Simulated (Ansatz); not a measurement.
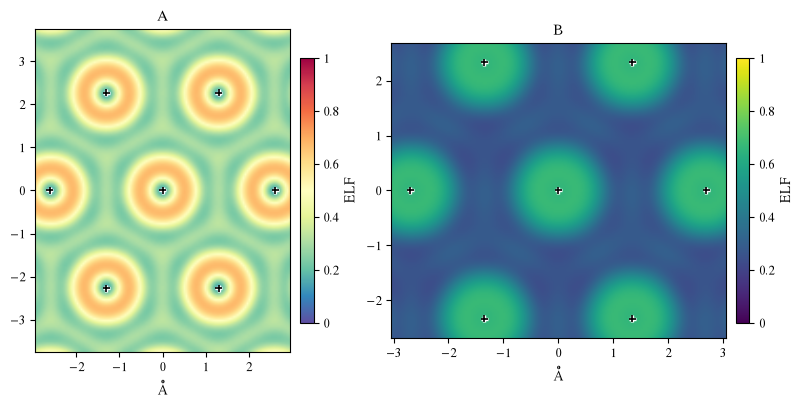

The electron localisation function of 2 systems, each on a plane through atoms (crosses mark nuclei in the plane).

These are results of Ansatz 0.2.0, DFT, r2SCAN, plane waves (500 eV) with PAW, scalar-relativistic, not measurements.

System 1: Pt, the (001) plane of the conventional cell. Space group P6₃/mmc; set up as Pt, hcp; a generated structure, not necessarily the stable one; changed on purpose from its base cell (volume × 0.96); computed pressure about 12 GPa in this cell; the program warned that a starting moment wasn't kept; spin-polarised, but the moments vanished.

```
Pt
1.0
     2.69639    0.00000    0.00000
    -1.34820    2.33514    0.00000
     0.00000    0.00000    4.69904
Pt
2
Direct
  0.33333 0.66667 0.25000
  0.66667 0.33333 0.75000
```

System 2: Ru, the (001) plane of the conventional cell. Space group P6₃/mmc; set up as Ru, dhcp; a generated structure, not necessarily the stable one; changed on purpose from its base cell (volume × 0.92); computed pressure about 34 GPa in this cell; the program warned that a starting moment wasn't kept; spin-polarised, but the moments vanished.

Which map belongs to which system?

Panel A is system 2, Ru: the plane holds Ru. Panel B is system 1, Pt: the plane holds Pt. Pt–Pt (2.70 Å): the ELF is about 0.30 at the midpoint (no localised pair shows between them).
